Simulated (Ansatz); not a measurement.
This input was run:

```
crystal:
  lattice:
    - [3.2024995631, 0.0, 0.0]
    - [0.0, 3.2024995631, 0.0]
    - [0.0, 0.0, 23.494890223]
  atoms:
    - { symbol: Si, position: [0.0, 0.0, 0.3617807923] }
    - { symbol: W, position: [0.5, 0.5, 0.4168358263] }
    - { symbol: Si, position: [0.0, 0.0, 0.4718908603] }
    - { symbol: Si, position: [0.5, 0.5, 0.5281091397] }
    - { symbol: W, position: [0.0, 0.0, 0.5831641737] }
    - { symbol: Si, position: [0.5, 0.5, 0.6382192077] }
basis:
  ecutwfc: 420
kpoints:
  mp_grid: { grid: [9, 9, 1] }
hamiltonian:
  xc: pbesol
scf:
  occupations: { method: gaussian, width: 0.1 }
output:
  forces: true
  eigenvalues: true
  write_density: true
  write_potential: true
  elf: true
  volumetric_format: npy
relax:
  adjacent_minimum: "off"
  f_tol: 0.03
  max_steps: 70
  constraints: [{ sites: [0, 1, 2] }]
efield:
  axis: 3
  dipole_correction: true
  ramp_width: 0.04
```

Command:
```bash
ansatz run input.yaml --threads 1 --pin off --max-ram 2560MiB --backend cpu --events-out ev --progress --plain --runs-dir out
```

What does the potential across the slab give for the work function?

The work function is 4.56 eV, the same on both faces. The two vacuum levels agree, so the slab has no net dipole along its normal. The outermost atoms are 6.4 Å apart, which leaves 17.1 Å of vacuum in a cell 23.5 Å high.

Spin-orbit coupling is left out, which matters for W.

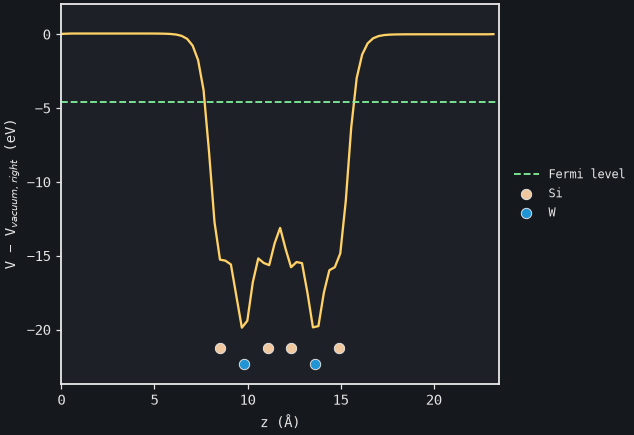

Plane-averaged electrostatic potential energy of an electron across the slab; circles at the bottom mark the heights of the atoms (positions after relaxation).
